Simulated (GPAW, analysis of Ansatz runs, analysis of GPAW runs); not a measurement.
# Cr on the Ga site in GaP: charge-transition level, PBEsol (GPAW), part 3 of 6

Subject: Cr on the Ga site in GaP. Wanted: its charge-transition level, in one set-up (PBEsol, plane waves 500 eV, 32-site cell, PBEsol lattice, k: the single point 1/4 1/4 1/4 then 2x2x2 shifted, dielectric constants 9.1 and 11.1 (handbook)). The model is a cell of 32 host atoms with 1 Ga taken out and 1 Cr put in. The level is the Fermi energy at which two charge states have equal formation energy, after a correction for the images of the charge. A local or semilocal functional is the cheapest first rung.

GPAW 26.7.0; PBEsol, plane waves 500 eV, 32-site cell, PBEsol lattice, k: the single point 1/4 1/4 1/4 then 2x2x2 shifted, dielectric constants 9.1 and 11.1 (handbook).

So far: The structure; Relaxation, charge +1; Single point, charge +1.

**4. Relaxation, charge 0**

Level of this step: GPAW plane-wave PAW DFT, PBEsol; relaxation of all atoms of a defect supercell (GPAW).

run.py reads:

```python
import numpy as np
from ase.io import read, write
from ase.parallel import parprint, world
from gpaw import GPAW, PW
from gpaw import setup_paths
from ase.optimize import BFGS

setup_paths.insert(0, '.')
atoms = read('POSCAR')
magmoms = np.zeros(len(atoms))
magmoms[[6]] = 3 / 1
atoms.set_initial_magnetic_moments(magmoms)
calc = GPAW(mode=PW(500),
            xc='PBEsol',
            kpts=[[0.25, 0.25, 0.25]],
            occupations={'name': 'fermi-dirac', 'width': 0.01, 'fixmagmom': True},
            nbands=75,
            convergence={'density': 1e-05, 'forces': 0.001},
            maxiter=150,
            symmetry='off',
            txt='gpaw.txt')
atoms.calc = calc
opt = BFGS(atoms, trajectory='relax.traj', logfile='-')
done = opt.run(fmax=0.02, steps=80)
parprint('Converged:', done)
energy = atoms.get_potential_energy()
forces = atoms.get_forces()
parprint(f'Energy: {energy:.6f} eV, largest force {np.linalg.norm(forces, axis=1).max():.4f} eV/A')
calc.write('gs.gpw')
write('final.xyz', atoms)
parprint('Moments:', atoms.get_magnetic_moments().round(3))
for s in range(calc.get_number_of_spins()):
    parprint('Levels (eV), spin', s, calc.get_eigenvalues(kpt=0, spin=s)[-16:].round(3))
```

POSCAR reads:

```
Ga Cr Ga P 
 1.0000000000000000
    -5.4810105820480155    5.4810105820480164   -5.4810105820480164
     5.4810105820480164    5.4810105820480164    5.4810105820480164
     5.4810105820480164   -5.4810105820480182   -5.4810105820480173
 Ga  Cr  Ga  P  
   6   1   9  16
Direct
 -0.0042520958956560  0.0009378446720697 -0.0038142689099134
 -0.0021723781377062  0.2541715213010817  0.7505205774461297
[... 3 atom lines left out ...]
  0.2558501459031435  0.2552159313724335  0.5031803908329608
  0.2540771936427594  0.4978906406511994  0.2518235379405976
  0.2526753113385893  0.7529576624487292  0.0064202430382977
  0.5017389475241842 -0.0016686347907905  0.5044952659930726
[... 1 atom line left out ...]
  0.4984552549823947  0.5033917785232755  0.0038921288620664
[... 2 atom lines left out ...]
  0.7544732495025496  0.2503626624057430  0.0049702306003868
[... 1 atom line left out ...]
  0.7486401581947785  0.7438821942742114  0.4979782759060307
[... 2 atom lines left out ...]
 -0.0056050569948060  0.4998653868693921  0.2474026143318283
[... 2 atom lines left out ...]
  0.2533314757739891  0.2471898886196644  0.2485822620288617
  0.2436658691920005  0.4970162602904565 -0.0040868122524678
[... 4 atom lines left out ...]
  0.5012121214605768  0.7554754021345762  0.4998450702853542
[... 3 atom lines left out ...]
  0.7532604993792119  0.7503085672334836  0.2468193984480606
```

Run with:

```bash
> gpaw-setup -f PBEsol Cr Ga P
> OMP_NUM_THREADS=1 mpirun -n 4 gpaw python run.py > stdout
```

The program printed:

```text
__  _  _
 | _ |_)|_||  |
 |__||  | ||/\| - 26.7.0

Input parameters:
  mode=PW(ecut=500.0),
  convergence={'density': 1e-05, 'forces': 0.001},
  kpts=KPoints(kpts=array([[0.25, 0.25, 0.25]])),
  maxiter=150,
  nbands=75,
  occupations=Occupations(name='fermi-dirac', width=0.01, fixmagmom=True),
  symmetry=Symmetry(point_group=False, time_reversal=False),
  xc=XC(name='PBEsol')

Diagonalizing LCAO Hamiltonian
Converting LCAO to pw mode

                                P
                              Ga

                                   Ga
                       Ga P
                           P   P
                            Cr
                   P            P
                Ga  Ga        Ga Ga   P
                     Ga P          Ga
            P             P  P
                           Ga
                 P             P
               Ga     P     Ga  Ga
                    Ga
                        P  P
                         Ga

Atoms  # Å, Bohr magnetons
|    | symbol |         x |         y |         z |    initial magnetic moments |
|----|--------|-----------|-----------|-----------|-----------------------------|
|  0 |     Ga |  0.007540 |  0.002741 |  0.049352 | ( 0.0000,  0.0000,  0.0000) |
|  1 |     Ga |  5.518635 | -2.732401 | -2.708588 | ( 0.0000,  0.0000,  0.0000) |
|  2 |     Ga |  5.522667 | -0.016093 | -0.022489 | ( 0.0000,  0.0000,  0.0000) |
|  3 |     Ga |  5.484135 |  2.718899 |  2.785487 | ( 0.0000,  0.0000,  0.0000) |
|  4 |     Ga |  2.768097 | -2.766611 | -5.448495 | ( 0.0000,  0.0000,  0.0000) |
|  5 |     Ga |  2.754461 |  0.043222 | -2.761413 | ( 0.0000,  0.0000,  0.0000) |
|  6 |     Cr |  2.716592 |  2.741296 | -0.043903 | ( 0.0000,  0.0000,  3.0000) |
|  7 |     Ga |  2.777242 |  5.476696 |  2.706863 | ( 0.0000,  0.0000,  0.0000) |
|  8 |     Ga |  0.005962 | -0.024253 | -5.524326 | ( 0.0000,  0.0000,  0.0000) |
|  9 |     Ga | -0.047984 |  2.726457 | -2.740935 | ( 0.0000,  0.0000,  0.0000) |
| 10 |     Ga |  0.048390 |  5.469801 |  0.005724 | ( 0.0000,  0.0000,  0.0000) |
| 11 |     Ga |  5.498986 |  2.711610 | -2.777138 | ( 0.0000,  0.0000,  0.0000) |
| 12 |     Ga | -2.760858 |  2.785855 | -5.475609 | ( 0.0000,  0.0000,  0.0000) |
| 13 |     Ga | -2.735794 |  5.480274 | -2.790277 | ( 0.0000,  0.0000,  0.0000) |
| 14 |     Ga |  2.718936 |  2.774537 | -5.451403 | ( 0.0000,  0.0000,  0.0000) |
| 15 |     Ga |  2.703346 |  5.451107 | -2.755503 | ( 0.0000,  0.0000,  0.0000) |
| 16 |      P |  4.086159 | -4.120962 | -4.153075 | ( 0.0000,  0.0000,  0.0000) |
| 17 |      P |  4.104493 | -1.414112 | -1.393428 | ( 0.0000,  0.0000,  0.0000) |
| 18 |      P |  4.126505 |  1.353030 |  1.414473 | ( 0.0000,  0.0000,  0.0000) |
| 19 |      P |  4.060891 |  4.109103 |  4.107516 | ( 0.0000,  0.0000,  0.0000) |
| 20 |      P |  1.335337 | -1.405973 | -4.108521 | ( 0.0000,  0.0000,  0.0000) |
| 21 |      P |  1.328820 |  1.380881 | -1.396144 | ( 0.0000,  0.0000,  0.0000) |
| 22 |      P |  1.366216 |  4.082086 |  1.411016 | ( 0.0000,  0.0000,  0.0000) |
| 23 |      P |  6.861592 |  1.351592 | -1.325030 | ( 0.0000,  0.0000,  0.0000) |
| 24 |      P | -1.370100 |  1.355885 | -4.062867 | ( 0.0000,  0.0000,  0.0000) |
| 25 |      P | -1.392024 |  4.150803 | -1.349699 | ( 0.0000,  0.0000,  0.0000) |
| 26 |      P |  4.123969 |  1.386673 | -4.156099 | ( 0.0000,  0.0000,  0.0000) |
| 27 |      P |  4.133276 |  4.148261 | -1.346036 | ( 0.0000,  0.0000,  0.0000) |
| 28 |      P | -4.135755 |  4.108348 | -4.153994 | ( 0.0000,  0.0000,  0.0000) |
| 29 |      P |  1.326662 |  1.380183 | -6.873652 | ( 0.0000,  0.0000,  0.0000) |
| 30 |      P |  1.392589 |  4.098235 | -4.153703 | ( 0.0000,  0.0000,  0.0000) |
| 31 |      P |  1.336640 |  6.888258 | -1.368999 | ( 0.0000,  0.0000,  0.0000) |

Unit cell  # Å
| periodic |         x |         y |         z |  lengths |     angles |
|----------|-----------|-----------|-----------|----------|------------|
|      yes | -5.481011 |  5.481011 | -5.481011 | 9.493389 | 109.471221 |
|      yes |  5.481011 |  5.481011 |  5.481011 | 9.493389 | 109.471221 |
|      yes |  5.481011 | -5.481011 | -5.481011 | 9.493389 | 109.471221 |

Number of symmetries: 1
Symmetry operations  # r_c * U_cc + t_c -> r_c
|   | kind |            matrix            |
|---|------|------------------------------|
| 0 |  E   |  1, 0, 0,  0, 1, 0,  0, 0, 1 |

BZ-sampling:
  Number of BZ points: 1
  Number of IBZ points: 1

K-points  # in reciprocal-cell coordinates
|   |                                coordinates |     weight |
|---|--------------------------------------------|------------|
| 0 | (  0.25000000,   0.25000000,   0.25000000) | 1.00000000 |

Plane wave coefficients: 16776
Cutoff: 500.0 eV

Spin-components: 2 (collinear spins)
Bands:           75
Projectors:      161
Spin-degeneracy: 1
Datatype:        complex128

Density:
  Valence electrons: 131.0
  Components: 2
  Grid points: [49 49 49]
  Charge: 0.0  # |e|

Potential:
  Grid points: [49 49 49]

species:
  Ga:
    name:    Gallium
    Z:       31.0
    valence: 3
    core:    28
    charge:  0.0  # [|e|]
    compensation charges:
      type: gauss
      rc: 0.37  # [Å]
      lmax: 2
    cutoffs:
      filter: 2.06  # [Å]
      core: 4.17  # [Å]
    projectors
    | kind |    occ | energy [eV] | rcut [Å] |
    |------|--------|-------------|----------|
    |   4s |  2.000 |      -8.959 |    1.164 |
    |   4p |  1.000 |      -2.572 |    1.164 |
    |    s |        |      18.252 |    1.164 |
    |    p |        |      24.640 |    1.164 |
    |    d |        |       0.000 |    1.164 |

    Using partial waves for Ga as LCAO basis

  Cr:
    name:    Chromium
    Z:       24.0
    valence: 6
    core:    18
    charge:  0.0  # [|e|]
    compensation charges:
      type: gauss
      rc: 0.35  # [Å]
      lmax: 2
    cutoffs:
      filter: 2.14  # [Å]
      core: 3.04  # [Å]
    projectors
    | kind |    occ | energy [eV] | rcut [Å] |
    |------|--------|-------------|----------|
    |   4s |  1.000 |      -4.015 |    1.164 |
    |   4p |  0.000 |      -0.955 |    1.217 |
    |   3d |  5.000 |      -2.928 |    1.111 |
    |    s |        |      23.196 |    1.164 |
    |    p |        |      26.257 |    1.217 |
    |    d |        |      24.283 |    1.111 |

    Using partial waves for Cr as LCAO basis

  P:
    name:    Phosphorus
    Z:       15.0
    valence: 5
    core:    10
    charge:  0.0  # [|e|]
    compensation charges:
      type: gauss
      rc: 0.30  # [Å]
      lmax: 2
    cutoffs:
      filter: 1.69  # [Å]
      core: 1.81  # [Å]
    projectors
[...]
|iter:   6| | -160.507618c| -6.06 | -3.91 |      |  +3.0000|
|iter:   7| | -160.507620c| -7.01 | -4.18 |      |  +3.0000|
|iter:   8| | -160.507621c| -7.59c| -4.49 |      |  +3.0000|
|iter:   9| | -160.507621c| -7.49c| -4.68 |      |  +3.0000|
|iter:  10| | -160.507621c| -7.89c| -5.08c|-1.84 |  +3.0000|
|iter:  11| | -160.507621c| -7.88c| -5.37c|-3.33c|  +3.0000|

Converged in 11 steps
SCF loop duration: 51.749 s (4.704 s/step)
Energy contributions relative to reference atoms: (reference = -969809.922901)

Energy contributions:
  Kinetic:         316.212311
  Coulomb:        -282.630361
  Zero:              0.267353
  External:          0.000000
  Xc:             -194.356921
  Entropy:          -0.000004
  Spinorbit:         0.000000
  ----------------------------
  Free energy:    -160.507623
  Extrapolated:   -160.507621

dipole moment: (-2.050532, 56.761240, 54.311432)  # |e|*Ang

Total magnetic moment: (0.000000, 0.000000, 3.000000)

Local magnetic moments
|        x |        y |         z |
|----------|----------|-----------|
[...]
Fermi levels: 5.465, 4.417
Eigenvalues  # (at kpt = [0.250, 0.250, 0.250])
| band index |      eig [eV] | occ [0-1] |      eig [eV] | occ [0-1] |
|------------|---------------|-----------|---------------|-----------|
[...]
|        ... |               |           |               |           |
[...]
|        ... |               |           |               |           |
[...]
Gap: 0.226 eV
Transition (v -> c):
  (s=0, k=0, n=66, [0.25, 0.25, 0.25]) -> (s=0, k=0, n=67, [0.25, 0.25, 0.25])
No difference between direct/indirect transitions

Forces  # eV/Ang
|        x |        y |        z |
|----------|----------|----------|
[...]
P
                              Ga

                                   Ga
                       GaP
                           P   P
                            Cr
                   P            P
                Ga  Ga  P     Ga Ga
                     Ga            Ga P
            P             P  P
                           Ga
                 P             P
               Ga     P     Ga  Ga
                    Ga
                        P  P
                         Ga

Atoms  # Å, Bohr magnetons
|    | symbol |         x |         y |         z |    initial magnetic moments |
|----|--------|-----------|-----------|-----------|-----------------------------|
[...]
|  6 |     Cr |  2.737926 |  2.726565 | -0.011935 | ( 0.0000,  0.0000,  2.4872) |
[...]
|  8 |     Ga |  0.033344 | -0.000172 | -5.485311 | ( 0.0000,  0.0000,  0.0092) |
|  9 |     Ga | -0.044533 |  2.736464 | -2.744479 | ( 0.0000,  0.0000,  0.0080) |
| 10 |     Ga | -0.033440 |  5.476010 |  0.000541 | ( 0.0000,  0.0000,  0.0087) |
| 11 |     Ga |  5.513648 |  2.741037 | -2.740896 | ( 0.0000,  0.0000,  0.0076) |
| 12 |     Ga | -2.743284 |  2.740727 | -5.484307 | ( 0.0000,  0.0000,  0.0008) |
| 13 |     Ga | -2.736571 |  5.536186 | -2.796501 | ( 0.0000,  0.0000,  0.0101) |
| 14 |     Ga |  2.737553 |  2.738189 | -5.481764 | ( 0.0000,  0.0000,  0.0008) |
| 15 |     Ga |  2.743341 |  5.426445 | -2.687239 | ( 0.0000,  0.0000,  0.0102) |
[...]
| 24 |      P | -1.379487 |  1.350486 | -4.134488 | ( 0.0000,  0.0000,  0.0038) |
| 25 |      P | -1.406020 |  4.133388 | -1.394610 | ( 0.0000,  0.0000, -0.0044) |
| 26 |      P |  4.106001 |  1.385666 | -4.096023 | ( 0.0000,  0.0000,  0.0025) |
| 27 |      P |  4.141427 |  4.043745 | -1.300340 | ( 0.0000,  0.0000, -0.0356) |
| 28 |      P | -4.110154 |  4.128836 | -4.131294 | ( 0.0000,  0.0000,  0.0023) |
| 29 |      P |  1.371633 |  1.388782 | -6.869925 | ( 0.0000,  0.0000,  0.0038) |
| 30 |      P |  1.370492 |  4.088999 | -4.092642 | ( 0.0000,  0.0000,  0.0023) |
| 31 |      P |  1.371852 |  6.833404 | -1.352077 | ( 0.0000,  0.0000,  0.0039) |

Unit cell  # Å
| periodic |         x |         y |         z |  lengths |     angles |
|----------|-----------|-----------|-----------|----------|------------|
|      yes | -5.481011 |  5.481011 | -5.481011 | 9.493389 | 109.471221 |
|      yes |  5.481011 |  5.481011 |  5.481011 | 9.493389 | 109.471221 |
|      yes |  5.481011 | -5.481011 | -5.481011 | 9.493389 | 109.471221 |

Initialization done in: 2.444 s

convergence criteria:
- Maximum integral of absolute [dens]ity change: 1e-05 electrons / valence electron
- Maximum change in the atomic [forces] across last 2 cycles: 0.001 eV/Ang OR
Maximum error relative to the maximum force is below inf
- Maximum [total energy] change in last 3 cyles: 0.0005 eV / valence electron
- Maximum integral of absolute [eigenst]ate change: 4e-08 eV^2 / valence electron
maximum number of iterations: 150

SCF iterations
|iter     | |      energy | eigst |  dens |force |  magmom |
|---------|-|-------------|-------|-------|------|---------|
|iter:   1| | -160.507808c| -4.56 |       |      |  +3.0000|
|iter:   2| | -160.507799c| -5.96 | -3.38 |      |  +3.0000|
|iter:   3| | -160.507755c| -5.78 | -3.43 |      |  +3.0000|
|iter:   4| | -160.507757c| -6.17 | -3.74 |      |  +3.0000|
|iter:   5| | -160.507760c| -6.04 | -4.04 |      |  +3.0000|
|iter:   6| | -160.507755c| -6.40 | -4.07 |      |  +3.0000|
|iter:   7| | -160.507756c| -7.36 | -4.31 |      |  +3.0000|
|iter:   8| | -160.507757c| -7.59c| -4.65 |      |  +3.0000|
|iter:   9| | -160.507757c| -7.65c| -4.91 |      |  +3.0000|
|iter:  10| | -160.507757c| -7.84c| -5.24c|-1.88 |  +3.0000|
|iter:  11| | -160.507757c| -8.17c| -5.49c|-3.70c|  +3.0000|

Converged in 11 steps
SCF loop duration: 49.879 s (4.534 s/step)
Energy contributions relative to reference atoms: (reference = -969809.922901)

Energy contributions:
  Kinetic:         316.218808
  Coulomb:        -282.636453
  Zero:              0.267347
  External:          0.000000
  Xc:             -194.357457
  Entropy:          -0.000004
  Spinorbit:         0.000000
  ----------------------------
  Free energy:    -160.507759
  Extrapolated:   -160.507757

dipole moment: (-2.078802, 56.779630, 54.339175)  # |e|*Ang

Total magnetic moment: (0.000000, 0.000000, 3.000000)

Local magnetic moments
|        x |        y |         z |
|----------|----------|-----------|
[...]
Fermi levels: 5.465, 4.417
Eigenvalues  # (at kpt = [0.250, 0.250, 0.250])
| band index |      eig [eV] | occ [0-1] |      eig [eV] | occ [0-1] |
|------------|---------------|-----------|---------------|-----------|
[...]
|        ... |               |           |               |           |
[...]
|         66 |         5.355 |     1.000 |         6.440 |     0.000 |
|         67 |         5.581 |     0.000 |         6.441 |     0.000 |
|         68 |         5.582 |     0.000 |         6.503 |     0.000 |
|         69 |         6.773 |     0.000 |         6.808 |     0.000 |
|         70 |         6.811 |     0.000 |         6.826 |     0.000 |
|         71 |         6.811 |     0.000 |         6.828 |     0.000 |
|         72 |         6.882 |     0.000 |         6.900 |     0.000 |
|        ... |               |           |               |           |
|         74 |         7.073 |     0.000 |         7.096 |     0.000 |

Gap: 0.226 eV
Transition (v -> c):
  (s=0, k=0, n=66, [0.25, 0.25, 0.25]) -> (s=0, k=0, n=67, [0.25, 0.25, 0.25])
No difference between direct/indirect transitions

Forces  # eV/Ang
|        x |        y |        z |
|----------|----------|----------|
[...]
|  0.00268 |  0.00248 |  0.00414 |  # P   24
| -0.00334 | -0.00030 | -0.00028 |  # P   25
| -0.00181 | -0.00093 |  0.00818 |  # P   26
|  0.01365 |  0.00017 | -0.00804 |  # P   27
| -0.00562 | -0.00721 | -0.00006 |  # P   28
| -0.00259 | -0.00238 | -0.00940 |  # P   29
|  0.00307 |  0.00777 | -0.00650 |  # P   30
| -0.00293 | -0.00729 | -0.00596 |  # P   31

# Writing to gs.gpw (mode='')
```

Wall time 30 min (4 MPI ranks of Arm Neoverse N1, shared host); peak memory 1.6 GiB; 2 h of CPU time.

Step by step (22 of 31):

| step | energy less that of the first step (eV) |
| --- | --- |
| 0 | 0.0000 |
| 1 | -0.2692 |
| 3 | -0.6161 |
| 4 | -0.6516 |
| 6 | -0.6665 |
| 7 | -0.6709 |
| 9 | -0.6788 |
| 10 | -0.6817 |
| 11 | -0.6848 |
| 13 | -0.6897 |
| 14 | -0.6904 |
| 16 | -0.6913 |
| 17 | -0.6916 |
| 19 | -0.6923 |
| 20 | -0.6927 |
| 21 | -0.6931 |
| 23 | -0.6935 |
| 24 | -0.6936 |
| 26 | -0.6940 |
| 27 | -0.6942 |
| 29 | -0.6947 |
| 30 | -0.6948 |

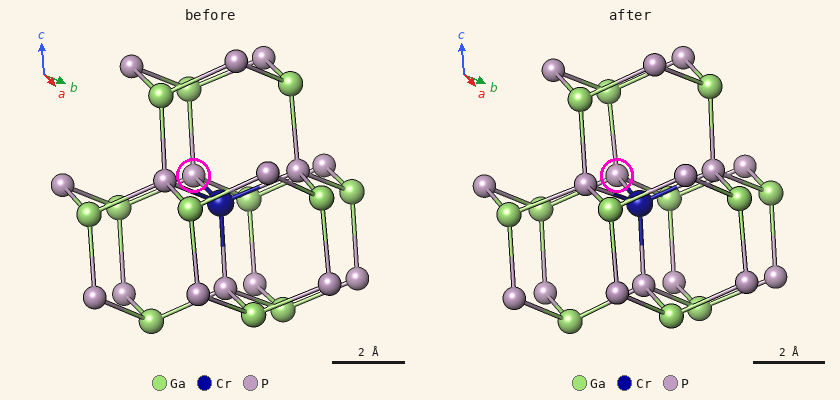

Before and after: the atoms that start within 5 Å of the centre. P19, which moves most, is ringed if it is among them.

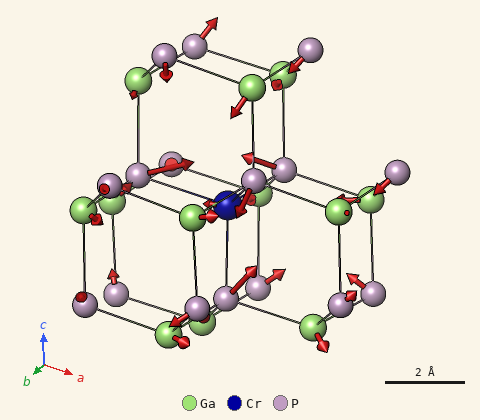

Displacements in the relaxation near the centre, exaggerated; the longest in the cell stands for 0.14 Å.

The atoms that moved most (Å):

| atom | dx | dy | dz | length |
| --- | --- | --- | --- | --- |
| P19 | 0.019 | 0.086 | -0.112 | 0.142 |
| P23 | -0.026 | -0.048 | -0.116 | 0.128 |
| P28 | 0.008 | -0.105 | 0.046 | 0.114 |
| P22 | -0.008 | 0.051 | 0.087 | 0.101 |
| P21 | 0.062 | 0.055 | 0.019 | 0.085 |
| Ga2 | -0.075 | -0.007 | -0.036 | 0.083 |
| Ga16 | 0.040 | -0.025 | 0.068 | 0.083 |
| Ga11 | -0.082 | 0.006 | -0.005 | 0.082 |

The relaxed structure:

```xyz
32
Lattice="-5.4810 5.4810 -5.4810 5.4810 5.4810 5.4810 5.4810 -5.4810 -5.4810" Properties=species:S:1:pos:R:3 pbc="T T T"
Ga   -0.0441   -0.0054   -0.0060
Ga    5.4441   -2.7397   -2.7444
Ga    5.5157   -0.0016    0.0005
Ga    5.5119    2.7363    2.7415
Ga    2.7378   -2.7427   -5.4833
Ga    2.7279    0.0522   -2.6914
Cr    2.7379    2.7266   -0.0119
Ga    2.7307    5.4220    2.6795
Ga    0.0333   -0.0002   -5.4853
Ga   -0.0445    2.7365   -2.7445
Ga   -0.0334    5.4760    0.0005
Ga    5.5136    2.7410   -2.7409
Ga   -2.7433    2.7407   -5.4843
Ga   -2.7366    5.5362   -2.7965
Ga    2.7376    2.7382   -5.4818
Ga    2.7433    5.4264   -2.6872
P     4.0759   -4.1356   -4.0891
P     4.1047   -1.3517   -1.3558
P     4.1451    1.4389    1.3025
P     4.1000    4.0885    4.0896
P     1.3971   -1.3512   -4.0899
P     1.3209    1.4322   -1.3090
P     1.3401    4.0342    1.2947
P     6.8836    1.3438   -1.3976
P    -1.3795    1.3505   -4.1345
P    -1.4060    4.1334   -1.3946
P     4.1060    1.3857   -4.0960
P     4.1414    4.0437   -1.3003
P    -4.1102    4.1288   -4.1313
P     1.3716    1.3888   -6.8699
P     1.3705    4.0890   -4.0926
P     1.3719    6.8334   -1.3521
```

Neighbours of Cr7 at the end:

```
atom  distance (Å)
 P28         2.316
 P22         2.316
 P19         2.316
 P23         2.318
 Ga6         3.786
Ga14         3.796
Ga16         3.801
 Ga8         3.809
```

This step gave:

```
total moment : 3.000 μB
```

From the first step to the last the energy fell by 0.695 eV, and the largest move was 0.14 Å (P19). Judged within 0.08 Å, the space group went from P1 to I-42m.

(Continued in part 4 of 6.)

[Logs are printed without paths, hosts, clocks, repeated set-up lines and the standing remarks that a program may print on its own settings, such as how far it seeks lower states.]

[Hosts, paths, dates, database ids (printed as entryN), source tags and the programs' standing remarks are cut or masked in the printed files.]

[For some hosts the program warned that the k-mesh of the response run may be too coarse for force constants and the static dielectric constant; such warnings are not shown here.]
